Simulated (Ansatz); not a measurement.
**Run report: C10N, geometry relaxation (part 2 of 2)**

C10N (slab, 11 atoms in the cell); DFT PBE+D3(BJ), scalar-relativistic, plane waves, PAW, no spin polarisation (Ansatz 0.2.0); cutoff 420 eV, 12×12×1 k-mesh, Gaussian smearing of 0.1 eV. The structure derives from a Materials Project entry. The input holds or restrains some coordinates. It belongs to a series of runs on one base structure; here: N put at a bridge C-C site.

Geometry of the input (Å; fractional positions):
```
2.4655  0.0000  0.0000
-1.2328  2.1341  0.0000
0.0000  0.0000  32.5980
C  0.0833  0.1666  0.2608
C  0.4167  0.8334  0.2608
C  0.5833  0.1666  0.3650
C  0.9167  0.8334  0.3650
C  0.0833  0.1666  0.4693
C  0.4167  0.8334  0.4693
C  0.5833  0.1666  0.5736
C  0.9167  0.8334  0.5736
C  0.0833  0.1666  0.6779
C  0.4167  0.8334  0.6779
N  0.0833  0.6666  0.7178
```

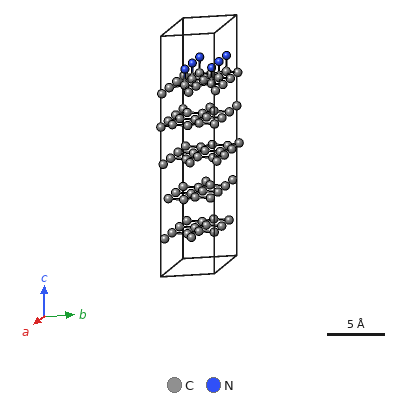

Figure 1. The geometry at step 11 of the log (ball-and-stick view of the 3 × 2 repeat of the cell, with the vacuum cut short, seen slightly off an axis).

```
WARN: The output density's exchange-correlation potential varies sharply where the density is thin. Do not read a vacuum level from v_tot or v_xc, or from such a field of the output density. On a cell that repeats whose density bears no net charge and no dipole along the vacuum's axis use v_es (v_loc + v_h of the components); under efield.dipole_correction with no amplitude use v_es + v_field, which holds any external_charges[].barrier, or the levels of the report's work_function block, which leave it out; under a non-zero efield.amplitude the vacuum is tilted and has no level; on a cell that repeats and bears such a dipole with no correction it is tilted too, and efield.dipole_correction with no amplitude gives each side of its ramp a level where efield: is served; in a cell that repeats whose density bears a net charge (total_charge, or a fill off its count) it is curved and has none; of a slab under crystal.periodic whose density bears no net charge use v_es, which has a level on each side, short of where the two are joined; of another it falls or rises all the way out and has none; of a slab beside external_charges read slab_vacuum_level instead, which it has where they leave it neutral. The grid or the basis barely resolves most such structure, and the values can differ between equally converged runs; as a rule a tighter scf.convergence.dr2_threshold does not remove it. Where the density itself ripples (under the LDA too) a higher basis.ecutwfc lessens it. The files hold the spikes' plane waves up to the density's cutoff. Files: v_tot_of_output_density and the like, and their columns of v_z.tsv (output.write_potential); v_xc_of_output_density and the like, and their columns of v_comp_z.tsv (output.write_potential_components). Measured: with its Gaussian average of σ = 0.25 Å subtracted twice, the exchange-correlation potential is over 0.1 eV at 36 of the grid points where the equally averaged density (valence and model cores) is under 1e-3 e/Å³, and 0.183 eV at the most among them, at an averaged density of 1.2e-6 e/Å³. The input density's (outcome.potential() and, of a run that writes arrays, v_tot and v_xc) is over 0.1 eV, so measured, at 12 points of its own thin density, 0.214 eV at the most. See output.write_potential in the manual, Limitations
SCF converged after 2 iterations
Free energy (F): -2889.901461 eV
Harris-Foulkes:  -2889.901461 eV  (|F-HF|=3.63e-9)
Internal energy: -2889.893848 eV  (E = F + TS)
E sigma→0 (E₀):  -2889.897655 eV
Entropy (-TS):   -0.007613 eV (-0.692 meV/atom)
Fermi energy:    1.514347 eV
Dipole field:    D = -0.078512 V/Å  (p = -0.074421 e·Å, saw-weighted, corrected)
Work function:   Φ+ = 6.8323 eV   Φ− = 4.2729 eV
Levels:          The Fermi level and band energies are counted from a zero that moves with the ramp; work functions are not
--- Per-component energies (eV) ---
  E_band       = -345.891442
  E_kinetic    = 1033.657925
  E_local      = -40481.361921  (includes V_loc(G=0)·N_el)
  E_nonlocal   = 320.756813
  E_hartree    = 19767.158067
  E_xc         = -538.668943
  E_vxc        = -668.817619  (∫ρ·V_xc dr)
  E_paw        = -1118.932987  (= ΣΔE_a)
  E_vpaw       = -85.114385  (= ΣTr[D̂ρ^β])
  E_aug_tail   = 0.000154  (compensation charges beyond the density's cutoff)
  E_efield     = 0.002921  (sawtooth field / dipole correction)
  E_vefield    = 0.680232  (∫n·V_field dr)
  E_ewald      = 18129.062998
  E_disp       = -1.568874  (pairwise vdW)
  E_smearing   = -0.007613  (= −TS)
  E_closure    = -0.000000  (closes the sum)
  Σ components = -2889.901461   (vs F -2889.901461, Δ=0.00e0)
--- Forces (eV/Å), atoms counted from 1 ---
  atom   1  C      0.00093680     0.00730253    -0.00070286
  atom   2  C     -0.00093591    -0.00477564     0.00324507
  atom   3  C      0.00028410     0.01061418    -0.01362710
  atom   4  C     -0.00079719    -0.00857733     0.01360158
  atom   5  C     -0.00011461    -0.00267483    -0.00140059
  atom   6  C      0.00006149     0.00106171    -0.00044818
  atom   7  C      0.00017030    -0.00004466    -0.00694843
  atom   8  C      0.00039525     0.00032131     0.00599856
  atom   9  C      0.00241490    -0.00231581     0.01721986
  atom  10  C      0.00222911    -0.00252217    -0.01152681
  atom  11  N     -0.00464436     0.00161064    -0.00543394
  max |Σ_I F_I| component: 2.28e-5 eV/Å
--- Band table (eV; the first three rows and the last of 74) ---
  k-point 0: bands = ["-20.5427", "-18.2786", "-18.0958", "-18.0067", "-17.9007", "-14.2028", "-6.9870", "-6.6217", "-6.1236", "-5.6854", "-5.2964", "-2.2626", "-2.2433", "-1.7611", "-1.7547", "-1.5358", "-1.5266", "-1.5225", "-1.5124", "-1.4986", "-1.4940", "0.7796", "3.1898", "3.1938", "5.0830", "6.2395", "6.6418", "7.6861", "7.9966", "8.5760", "8.9568", "8.9623", "9.3490", "9.6170"]
  k-point 1: bands = ["-20.3788", "-18.1140", "-17.9308", "-17.8428", "-17.7377", "-14.0692", "-6.7918", "-6.4293", "-5.9421", "-5.5131", "-5.1110", "-3.0390", "-2.5957", "-2.4071", "-2.1803", "-2.1654", "-2.1435", "-2.1009", "-1.8761", "-1.8624", "-1.8374", "0.8702", "2.8590", "3.1252", "5.3042", "6.4469", "6.8590", "7.8862", "8.2036", "8.7578", "9.0093", "9.5420", "9.5553", "9.7021"]
  k-point 2: bands = ["-19.8916", "-17.6219", "-17.4377", "-17.3526", "-17.2501", "-13.6843", "-6.2159", "-5.8612", "-5.4148", "-5.0290", "-4.8289", "-4.5496", "-4.0480", "-3.8259", "-3.8078", "-3.7759", "-3.3747", "-2.8966", "-2.6729", "-2.6582", "-2.6313", "0.6592", "2.2333", "2.9131", "5.9668", "7.0594", "7.5079", "8.4138", "8.7317", "8.9265", "9.4229", "9.6212", "9.8135", "9.8465"]
  k-point 73: bands = ["-16.1505", "-13.1403", "-12.9776", "-12.7905", "-12.7627", "-12.7394", "-11.9773", "-11.7475", "-11.7239", "-11.7016", "-10.3883", "-5.5741", "-5.1455", "-4.9222", "-4.9032", "-4.8819", "-3.6604", "-2.8083", "-1.3040", "-0.9547", "-0.8688", "-0.7185", "1.4172", "2.0094", "2.9259", "3.1684", "3.2430", "3.4582", "7.2138", "8.6365", "8.8422", "8.9161", "9.0165", "10.3180"]
--- Relaxed structure (20 steps of the walk, 19 accepted, 0 SCFs on fresh bases) ---
  F+E_penalty+E_count = -2889.90146135 eV   max|allowed force component| = 1.722e-2 eV/Å
  atoms:
    - { symbol: C, position: [0.08331017959999999, 0.16662035919999998, 0.2607524494] }
    - { symbol: C, position: [0.41668982039999997, 0.8333796407999999, 0.2607524494] }
    - { symbol: C, position: [0.5833101796, 0.16662035919999998, 0.3650391026] }
    - { symbol: C, position: [0.9166898204, 0.8333796407999999, 0.3650391026] }
    - { symbol: C, position: [-0.06535539668824361, -0.11321664175595389, 0.4683707768083291] }
    - { symbol: C, position: [0.26799211329906625, 0.5535484681605339, 0.46838108108710313] }
    - { symbol: C, position: [0.609153603641613, 0.27209331441467854, 0.5717020125535975] }
    - { symbol: C, position: [0.9425035887252666, 0.9388368731638979, 0.5718287061407962] }
    - { symbol: C, position: [-0.019666641077622435, 0.032297399258205364, 0.6646474929944495] }
    - { symbol: C, position: [0.3138209610576483, 0.6992442659909152, 0.6745969165004714] }
    - { symbol: N, position: [0.3152269985255838, 0.7003814988302625, 0.7191807997104921] }
```

**Trajectory as extended XYZ (Å, eV, eV/Å), 9 of the 20 frames kept, from step=1 to step=20**
```
11
Lattice="2.4655 0.0000 0.0000 -1.2328 2.1341 0.0000 0.0000 0.0000 32.5980" Properties=species:S:1:pos:R:3:forces:R:3 step=1 energy=-2888.70130
C     0.0000    0.3556    8.5000    0.0006   0.0160   0.0003
C     0.0000    1.7786    8.5000   -0.0006  -0.0161   0.0002
C     1.2328    0.3556   11.8995    0.0004   0.0017  -0.0018
C     1.2328    1.7786   11.8995   -0.0004  -0.0017  -0.0019
C     0.0000    0.3556   15.2990    0.0023   0.0235   0.0048
C     0.0000    1.7786   15.2990   -0.0024  -0.0236   0.0044
C     1.2328    0.3556   18.6985    0.0052   0.0518   0.0049
C     1.2328    1.7786   18.6985   -0.0111  -0.0463   0.0087
C     0.0000    0.3556   22.0980   -1.3493  -0.7810  -2.0897
C     0.0000    1.7786   22.0980   -0.3535  -0.2015  -1.4710
N    -0.6164    1.4227   23.3980    1.7085   0.9769   3.5397
11
Lattice="2.4655 0.0000 0.0000 -1.2328 2.1341 0.0000 0.0000 0.0000 32.5980" Properties=species:S:1:pos:R:3:forces:R:3 step=3 energy=-2889.55719
C     0.0000    0.3556    8.5000    0.0000   0.0191   0.0009
C     0.0000    1.7786    8.5000    0.0000  -0.0191   0.0010
C     1.2328    0.3556   11.8995   -0.0001   0.0004   0.0057
C     1.2328    1.7786   11.8995   -0.0001  -0.0004   0.0060
C    -0.0052    0.3498   15.3323   -0.0018   0.0302  -0.0051
C    -0.0052    1.7722   15.3321   -0.0002  -0.0317  -0.0022
C     1.1904    0.4224   18.7371   -0.0004   0.0042   0.0173
C     1.1903    1.8448   18.7389   -0.0024   0.0035  -0.0236
C    -0.0655    0.2608   21.9410   -0.0667   0.0063  -1.2911
C    -0.0643    1.6844   22.0559   -0.4577  -0.2562   0.0208
N    -0.3917    1.4885   23.4647    0.5293   0.2436   1.2710
11
Lattice="2.4655 0.0000 0.0000 -1.2328 2.1341 0.0000 0.0000 0.0000 32.5980" Properties=species:S:1:pos:R:3:forces:R:3 step=6 energy=-2889.88055
C     0.0000    0.3556    8.5000   -0.0005   0.0179   0.0006
C     0.0000    1.7786    8.5000    0.0005  -0.0177   0.0008
C     1.2328    0.3556   11.8995   -0.0008   0.0004  -0.0001
C     1.2328    1.7786   11.8995   -0.0001   0.0000   0.0011
C    -0.0208    0.3357   15.2964   -0.0011  -0.0040   0.0023
C    -0.0207    1.7578   15.2963    0.0006   0.0020   0.0058
C     1.1818    0.4759   18.7151    0.0011   0.0042   0.0146
C     1.1817    1.8982   18.7187    0.0013   0.0058  -0.0219
C    -0.1392    0.2038   21.8148   -0.0510  -0.0705  -0.2680
C    -0.1404    1.6237   22.1092   -0.0695  -0.0641   0.1712
N    -0.1836    1.5222   23.5631    0.1195   0.1261   0.0936
11
Lattice="2.4655 0.0000 0.0000 -1.2328 2.1341 0.0000 0.0000 0.0000 32.5980" Properties=species:S:1:pos:R:3:forces:R:3 step=8 energy=-2889.89692
C     0.0000    0.3556    8.5000   -0.0004   0.0143   0.0004
C     0.0000    1.7786    8.5000    0.0004  -0.0140   0.0009
C     1.2328    0.3556   11.8995   -0.0007   0.0013   0.0014
C     1.2328    1.7786   11.8995   -0.0002  -0.0005   0.0045
C    -0.0240    0.3027   15.3105    0.0014  -0.0044  -0.0017
C    -0.0239    1.7249   15.3105   -0.0009  -0.0002  -0.0024
C     1.1949    0.5795   18.7008    0.0016   0.0056   0.0031
C     1.1948    2.0021   18.7048   -0.0016   0.0029   0.0011
C    -0.1534    0.1152   21.7621   -0.0016  -0.0101  -0.0043
C    -0.1536    1.5384   22.0857    0.0029  -0.0001  -0.0238
N    -0.1544    1.5389   23.5379   -0.0008   0.0051   0.0208
11
Lattice="2.4655 0.0000 0.0000 -1.2328 2.1341 0.0000 0.0000 0.0000 32.5980" Properties=species:S:1:pos:R:3:forces:R:3 step=11 energy=-2889.89827
C     0.0000    0.3556    8.5000    0.0003   0.0083   0.0000
C     0.0000    1.7786    8.5000   -0.0003  -0.0074   0.0013
C     1.2328    0.3556   11.8995   -0.0001   0.0044  -0.0015
C     1.2328    1.7786   11.8995   -0.0005  -0.0024   0.0064
C    -0.0172    0.2232   15.3039   -0.0010  -0.0053  -0.0032
C    -0.0172    1.6456   15.3037    0.0011  -0.0016  -0.0019
C     1.1962    0.7142   18.6782   -0.0037  -0.0052   0.0107
C     1.1960    2.1368   18.6835    0.0035   0.0093  -0.0119
C    -0.1462    0.0575   21.7146    0.0031   0.0299   0.0119
C    -0.1465    1.4814   22.0365   -0.0137   0.0048   0.0402
N    -0.1539    1.4999   23.4929    0.0114  -0.0348  -0.0525
11
Lattice="2.4655 0.0000 0.0000 -1.2328 2.1341 0.0000 0.0000 0.0000 32.5980" Properties=species:S:1:pos:R:3:forces:R:3 step=13 energy=-2889.89955
C     0.0000    0.3556    8.5000    0.0013   0.0022  -0.0007
C     0.0000    1.7786    8.5000   -0.0013  -0.0005   0.0018
C     1.2328    0.3556   11.8995    0.0008   0.0104  -0.0098
C     1.2328    1.7786   11.8995   -0.0011  -0.0066   0.0074
C    -0.0087    0.0622   15.2748    0.0014  -0.0073  -0.0018
C    -0.0088    1.4851   15.2749   -0.0016   0.0043  -0.0031
C     1.1875    0.8597   18.6236    0.0004   0.0001  -0.0016
C     1.1875    2.2827   18.6274   -0.0010  -0.0043   0.0142
C    -0.1309    0.0273   21.6757   -0.0106  -0.0201  -0.0069
C    -0.1314    1.4495   21.9957   -0.0010   0.0127   0.0590
N    -0.1393    1.4439   23.4533    0.0126   0.0089  -0.0577
11
Lattice="2.4655 0.0000 0.0000 -1.2328 2.1341 0.0000 0.0000 0.0000 32.5980" Properties=species:S:1:pos:R:3:forces:R:3 step=15 energy=-2889.90009
C     0.0000    0.3556    8.5000    0.0012   0.0029  -0.0008
C     0.0000    1.7786    8.5000   -0.0012  -0.0010   0.0021
C     1.2328    0.3556   11.8995    0.0007   0.0099  -0.0098
C     1.2328    1.7786   11.8995   -0.0011  -0.0060   0.0092
C    -0.0114    0.0366   15.2766    0.0002  -0.0020  -0.0003
C    -0.0115    1.4595   15.2767   -0.0004  -0.0020   0.0017
C     1.1828    0.8119   18.6474   -0.0001  -0.0015   0.0032
C     1.1828    2.2348   18.6526   -0.0001  -0.0012  -0.0071
C    -0.1270    0.0370   21.6757   -0.0011  -0.0034  -0.0042
C    -0.1272    1.4597   21.9985    0.0011   0.0015  -0.0029
N    -0.1290    1.4578   23.4518    0.0007   0.0029   0.0089
11
Lattice="2.4655 0.0000 0.0000 -1.2328 2.1341 0.0000 0.0000 0.0000 32.5980" Properties=species:S:1:pos:R:3:forces:R:3 step=18 energy=-2889.90117
C     0.0000    0.3556    8.5000    0.0008   0.0076  -0.0006
C     0.0000    1.7786    8.5000   -0.0008  -0.0051   0.0033
C     1.2328    0.3556   11.8995    0.0002   0.0106  -0.0140
C     1.2328    1.7786   11.8995   -0.0007  -0.0095   0.0134
C    -0.0227   -0.2901   15.2652   -0.0008   0.0052  -0.0015
C    -0.0228    1.1330   15.2657    0.0009  -0.0032  -0.0029
C     1.1621    0.6016   18.6272    0.0004  -0.0024   0.0197
C     1.1620    2.0246   18.6328   -0.0002  -0.0003  -0.0140
C    -0.0862    0.0778   21.6650    0.0098  -0.0005   0.0359
C    -0.0860    1.5012   21.9925    0.0096  -0.0076  -0.0666
N    -0.0765    1.5018   23.4430   -0.0193   0.0053   0.0274
11
Lattice="2.4655 0.0000 0.0000 -1.2328 2.1341 0.0000 0.0000 0.0000 32.5980" Properties=species:S:1:pos:R:3:forces:R:3 step=20 energy=-2889.90146
C     0.0000    0.3556    8.5000    0.0009   0.0073  -0.0007
C     0.0000    1.7786    8.5000   -0.0009  -0.0048   0.0032
C     1.2328    0.3556   11.8995    0.0003   0.0106  -0.0136
C     1.2328    1.7786   11.8995   -0.0008  -0.0086   0.0136
C    -0.0216   -0.2416   15.2679   -0.0001  -0.0027  -0.0014
C    -0.0217    1.1814   15.2683    0.0001   0.0011  -0.0004
C     1.1665    0.5807   18.6363    0.0002   0.0000  -0.0069
C     1.1664    2.0036   18.6405    0.0004   0.0003   0.0060
C    -0.0883    0.0689   21.6662    0.0024  -0.0023   0.0172
C    -0.0883    1.4923   21.9905    0.0022  -0.0025  -0.0115
N    -0.0862    1.4947   23.4438   -0.0046   0.0016  -0.0054
```

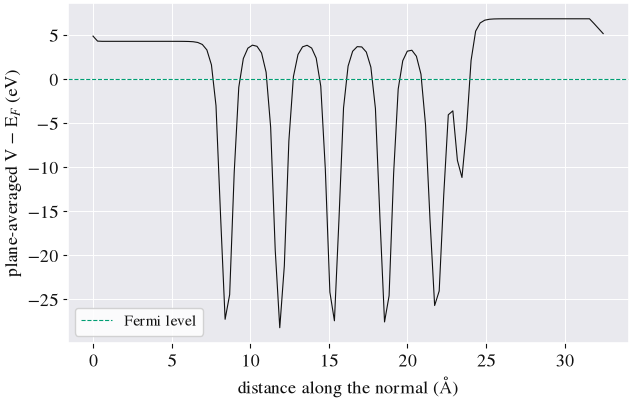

Figure 2. Plane average of the electrostatic potential energy of an electron across the cell, from the Fermi level. The vacuum level lies 6.83 eV above the Fermi level on the upper side and 4.27 eV on the lower.

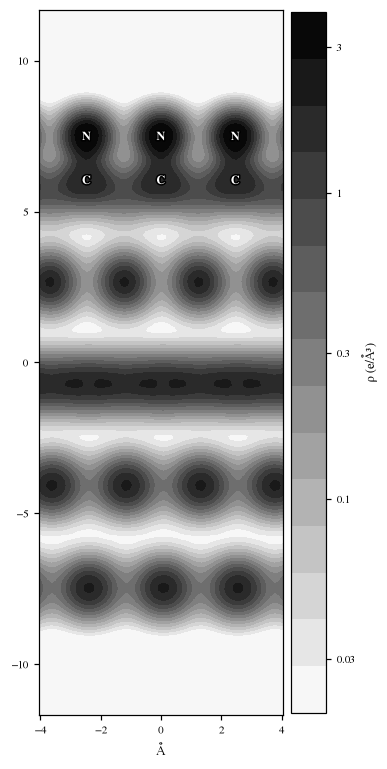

Figure 3. Valence charge density (pseudo) on the (010) plane of the calculation cell, a cut from vacuum to vacuum. Atoms in the plane: C and N. C–N (1.45 Å): ρ at the midpoint is about 1.9 e/Å³. The density dies away to nearly zero in the vacuum. Core electrons are frozen (PAW), so the fields are smoothed inside the atomic spheres.

**Summary**

```tsv
quantity	value
outcome	converged under the restraints of the input
electrons treated	45
free energy	−2889.9015 eV
work function, top face	6.83 eV
work function, bottom face	4.27 eV
Fermi energy	1.514 eV
gap on the k-point mesh	none (metallic)
final volume	171.52 Å³
work function (upper face)	6.83 eV
largest force (length of the vector) at the end, held atoms and coordinates included	0.018 eV/Å
hardware	1 thread of Intel Xeon (Sapphire Rapids), 32 GiB of memory available, shared host
wall time	12 min
peak memory	0.73 GiB
```

**Remarks**

The electronic state found may not be the lowest one. Notes on the run: the exchange-correlation potential is rough where the density is thin. The cell holds an odd number of electrons but the run has no spin polarisation, so it comes out as a metal.
